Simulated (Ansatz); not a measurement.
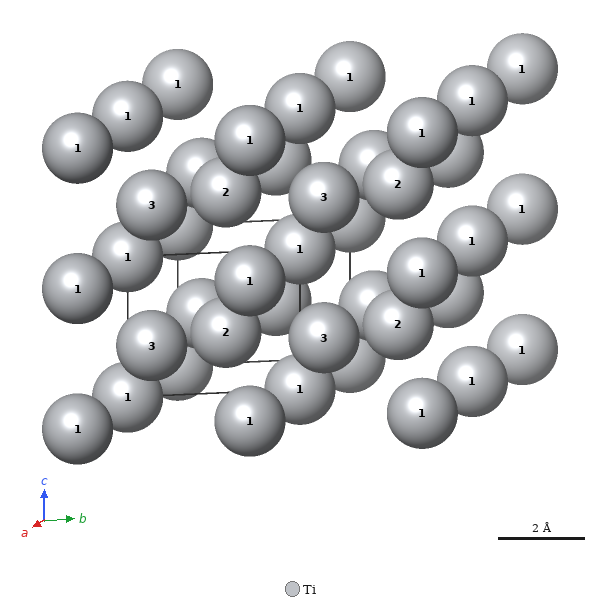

Fig. 1: The structure as given in the input (spheres-only view of the cell of the calculation, repeated 2 × 2 × 2, seen slightly off an axis; atoms are numbered from 1 in the order of the input). An atom can appear more than once, as a periodic image.

# Run report: Ti, single-point calculation

The run: single-point calculation of Ti (P6/mmm, 3 atoms in the cell). Method and program: DFT PBEsol, scalar-relativistic, plane waves, PAW, no spin polarisation (Ansatz 0.2.0).

The structure derives from a Materials Project entry. It belongs to a series of runs on one base structure; here: ratio of the length along z to the lengths across it x 1.3, volume and fractional coordinates fixed. Figures and captions count atoms from 1; the log counts them from 0 in places.

### Input
```yaml
crystal:
  lattice:
    - [4.1371811392, 0.0, 0.0]
    - [-2.0685905696, 3.5829039666, 0.0]
    - [0.0, 0.0, 3.3337506593]
  atoms:
    - { symbol: Ti, position: [0.0, 0.0, 0.0] }
    - { symbol: Ti, position: [0.3333333333, 0.6666666667, 0.5] }
    - { symbol: Ti, position: [0.6666666667, 0.3333333333, 0.5] }
basis:
  ecutwfc: 420
kpoints:
  mp_grid: { grid: [12, 12, 18] }
hamiltonian:
  xc: pbesol
scf:
  occupations: { method: gaussian, width: 0.15 }
output:
  forces: true
  stress: true
  eigenvalues: true
  write_density: true
  write_potential: true
  elf: true
  volumetric_format: npy
```

Launch command:
```bash
ansatz run input.yaml --threads 1 --pin off --max-ram 2560MiB --backend cpu --events-out ev --progress --plain --runs-dir out
```

### Log
```
Engine: ansatz 0.2.0, x86_64-unknown-linux-gnu
Pseudopotentials: kind: paw
Pseudopotential: Ti, paw, valence charge 12, recommended cutoff 420 eV (normal), Ti.paw.azcp
Functional definition: PBEsol
  exchange = pbesol_x
  correlation = pbesol_c
Crystal: 3 atoms, lattice volume = 49.417 Å³
Basis set: ecut = 420 eV, 947 PW (Γ), exchange–correlation on 60×60×48 points (8 copies of the dense FFT grid, shifted against one another)
Bands: 22, of which v1, the nominal top of the filled ones, is band 18 counted from 1 (17 counted from 0)
Symmetry: 24 space group operations
Space group: P6/mmm (ITA 191), of the structure as read, at distance tolerance 3.7e-5 Å
k-points: 190 of 2592
Non-local potential: Ti, projectors of the file, l = 0: 3, l = 1: 2, l = 2: 3, l = 3: 1
PAW form: soft (Blöchl's): semilocal exchange-correlation on the pseudo side does not see the compensation charge
PAW frozen core: Ti, regenerated for the run's functional, and the local potential with it (the file was generated under x = pbe(κ = 0.804, μ = 0.2195149727645171), c = pbe(β = 0.06672455060314922))
PAW one-centre angular grid: Ti, 590 points (default); XC on 64 Gauss nodes
Initial density: superposition of atomic densities (neutral atoms: chi_scale 0, normalization atom), corrected by the library's trained network
Initial wavefunctions: pseudopotential atomic-orbital guess
Functional: x = pbesol(κ = 0.804, μ = 0.12345679012345678), c = pbesol(β = 0.046)
SCF iter   1: F=—  HF=-7420.866613 eV  |F-HF|=—  |Δ(HF+E_count)|=         —  Δρ=1.37e-2  dr2=1.47e-1  ethr=1.77e-3  ⟨swp⟩=4.0  Hψ=13780  notcnv=0
preconditioner: auto → Kerker (q_TF=auto, 2.588 Å⁻¹)  [metal: Δε(μ)=0.002 eV  Ē_g=2.646 eV  σ=0.150 eV  W_gap=0.01  n_scr=20 (ndim 8)  ℏωp=18.3 eV  f_vac=0.000  D(μ)=3.56/eV (n_scr^D=44)]
SCF iter   2: F=—  HF=-7420.851698 eV  |F-HF|=—  |Δ(HF+E_count)|=   1.49e-2  Δρ=5.03e-3  dr2=1.94e-2  ethr=4.10e-4  ⟨swp⟩=1.9  Hψ=6133  notcnv=0
SCF iter   3: F=—  HF=-7420.849559 eV  |F-HF|=—  |Δ(HF+E_count)|=   2.14e-3  Δρ=1.14e-3  dr2=4.48e-4  ethr=5.38e-5  ⟨swp⟩=2.0  Hψ=4956  notcnv=0
SCF iter   4: F=—  HF=-7420.849512 eV  |F-HF|=—  |Δ(HF+E_count)|=   4.72e-5  Δρ=2.35e-4  dr2=3.17e-5  ethr=1.25e-6  ⟨swp⟩=2.5  Hψ=6202  notcnv=0
SCF iter   5: F=—  HF=-7420.849444 eV  |F-HF|=—  |Δ(HF+E_count)|=   6.82e-5  Δρ=4.13e-5  dr2=1.04e-6  ethr=8.79e-8  ⟨swp⟩=2.2  Hψ=5396  notcnv=0
SCF iter   6: F=-7420.849444 eV  HF=-7420.849444 eV  |F-HF|=4.53e-8  |Δ(HF+E_count)|=   5.36e-8  Δρ=9.95e-6  dr2=5.79e-8  ethr=2.78e-10  ⟨swp⟩=8.1  Hψ=25772  notcnv=0
SCF 1 converged in 6 iterations: F = -7420.849444 eV  dr2 = 5.79e-8
  greatest PAW one-centre occupation: 0.999 electrons in one spin orbital (limit 2), on the Ti atom at site 0 (counted from 0), in its partial waves of l = 0
```

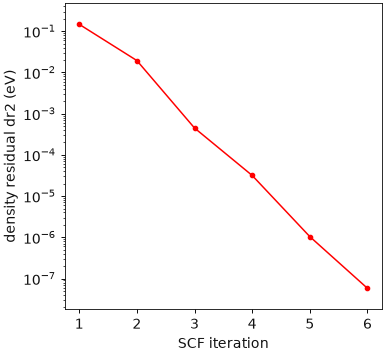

Fig. 2: Convergence of the self-consistent field: density residual dr2 against the SCF iteration. The residual falls at every step.

```
SCF converged after 6 iterations
Free energy (F): -7420.849444 eV
Harris-Foulkes:  -7420.849444 eV  (|F-HF|=4.53e-8)
Internal energy: -7420.808874 eV  (E = F + TS)
E sigma→0 (E₀):  -7420.829159 eV
Entropy (-TS):   -0.040570 eV (-13.523 meV/atom)
Fermi energy:    13.866255 eV
--- Per-component energies (eV) ---
  E_band       = -442.870984
  E_kinetic    = 824.445835
  E_local      = -2453.562091  (includes V_loc(G=0)·N_el)
  E_nonlocal   = 31.806719
  E_hartree    = 1018.539474
  E_xc         = -291.556544
  E_vxc        = -366.501549  (∫ρ·V_xc dr)
  E_paw        = -3070.257852  (= ΣΔE_a)
  E_vpaw       = -516.136727  (= ΣTr[D̂ρ^β])
  E_aug_tail   = 0.000322  (compensation charges beyond the density's cutoff)
  E_ewald      = -3480.642890
  E_core_change = 0.418153  (= ΣΔE_core)
  E_smearing   = -0.040570  (= −TS)
  E_closure    = -0.000000  (closes the sum)
  Σ components = -7420.849444   (vs F -7420.849444, Δ=0.00e0)
--- Forces (eV/Å), atoms counted from 1 ---
  atom   1  Ti     0.00000000     0.00000000     0.00000000
  atom   2  Ti    -0.00000000    -0.00000000     0.00000000
  atom   3  Ti     0.00000000     0.00000000    -0.00000000
  max |Σ_I F_I| component: 7.40e-17 eV/Å
--- Stress (GPa, compression-positive) ---
        8.778050       0.000000       0.000000
       -0.000000       8.778050      -0.000000
        0.000000      -0.000000     -15.629203
  P = ⅓ Tr σ = 0.6423 GPa (6.423 kbar)
--- Band table (eV; the first three rows and the last of 190) ---
  k-point 0: bands = ["-42.6364", "-42.2937", "-41.8077", "-19.1705", "-19.1705", "-19.0660", "-19.0660", "-18.9132", "-18.4425", "-18.1854", "-17.9313", "-17.9313", "7.9164", "11.4895", "13.7304", "13.7304", "13.7860", "13.7860", "14.6813", "14.6813", "14.6846", "14.6846"]
  k-point 1: bands = ["-42.6355", "-42.2941", "-41.8075", "-19.1701", "-19.1701", "-19.0646", "-19.0646", "-18.9139", "-18.4484", "-18.1879", "-17.9324", "-17.9324", "7.9675", "11.5135", "13.5945", "13.5945", "13.6844", "13.6844", "14.7809", "14.7809", "14.7870", "14.7870"]
  k-point 2: bands = ["-42.6329", "-42.2954", "-41.8069", "-19.1689", "-19.1689", "-19.0607", "-19.0607", "-18.9158", "-18.4656", "-18.1949", "-17.9353", "-17.9353", "8.1191", "11.5805", "13.3075", "13.3075", "13.4644", "13.4644", "14.9465", "14.9465", "15.0089", "15.0089"]
  k-point 189: bands = ["-42.6044", "-42.0595", "-42.0595", "-19.4674", "-19.0884", "-19.0884", "-18.7753", "-18.5639", "-18.5639", "-18.4008", "-18.4008", "-17.7689", "11.3995", "11.7769", "12.8251", "12.8251", "12.8578", "12.8578", "14.4781", "14.4781", "14.7544", "14.7544"]
```

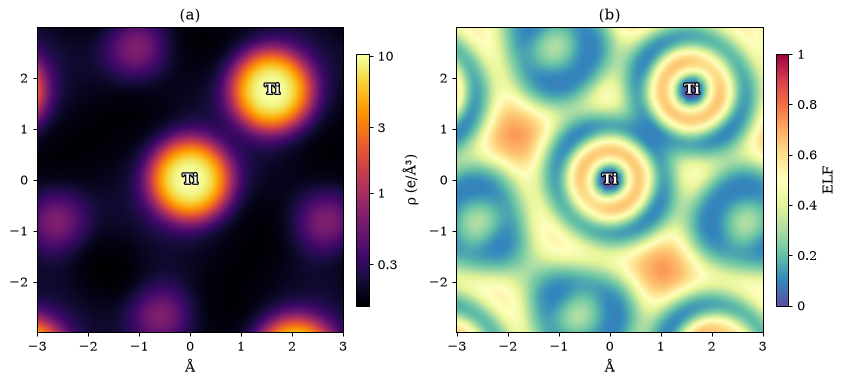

Fig. 3: (a) valence electron density; (b) ELF on the (111) plane of the conventional cell. Atoms in the plane: Ti. Ti–Ti (2.39 Å): ρ at the midpoint is about 0.32 e/Å³; the ELF is about 0.10 at the midpoint; no localised pair between them. Away from the nuclei the density in this plane falls to 0.15 e/Å³ at its lowest.The strong features right at Ti lie inside the PAW spheres (semicore, d or f shells) and say nothing about bonding. Core electrons are frozen (PAW), so the fields are smoothed inside the atomic spheres.

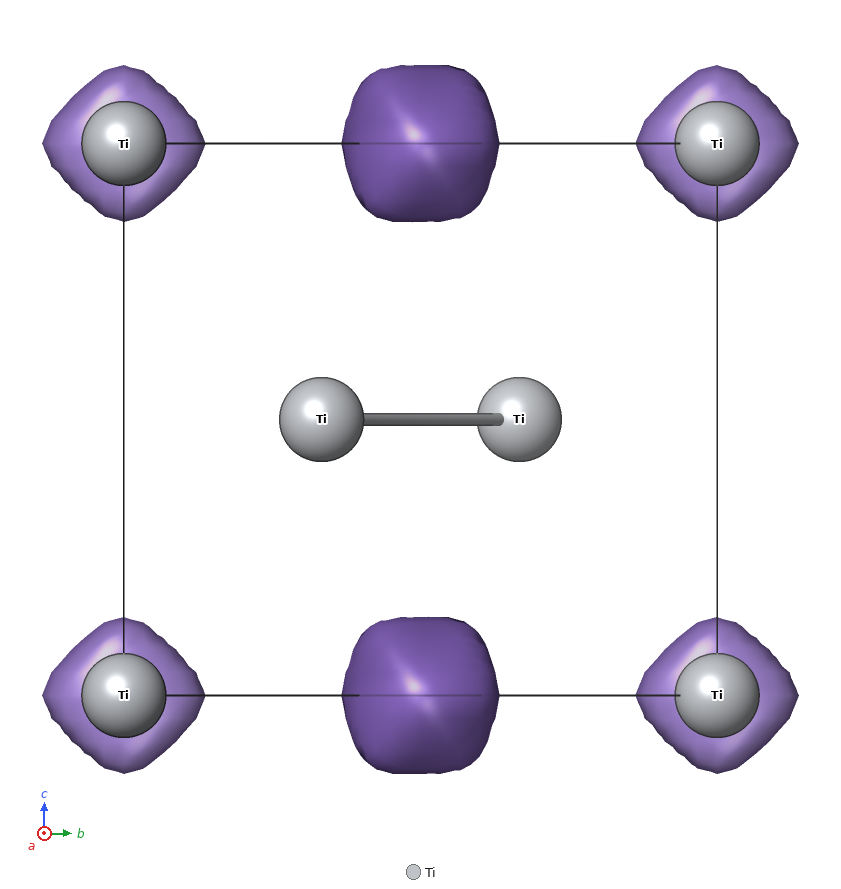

Fig. 4: Isosurface of the ELF at 0.6 (purple), seen along the a axis. Only the valence region is drawn (cores and ρ < 0.01 e/Å³ removed). Sticks mark near contacts. The outline is the cell set on symmetry axes. Profiles from the grid: Ti–Ti (2.39 Å): the ELF is about 0.10 at the midpoint (no shared electron pair).

### Key numbers

- outcome: converged
- space group (tolerance 0.01 Å): P6/mmm (191)
- electrons treated: 36
- free energy: −7420.8494 eV
- Fermi energy: 13.866 eV
- gap on the k-point mesh: none (metallic)
- pressure: 0.64 GPa
- largest force (length of the vector): under 0.001 eV/Å
- hardware: 1 thread of Intel Xeon (Sapphire Rapids), 32 GiB of memory available, shared host
- wall time: 10 s
- peak memory: 0.5 GiB
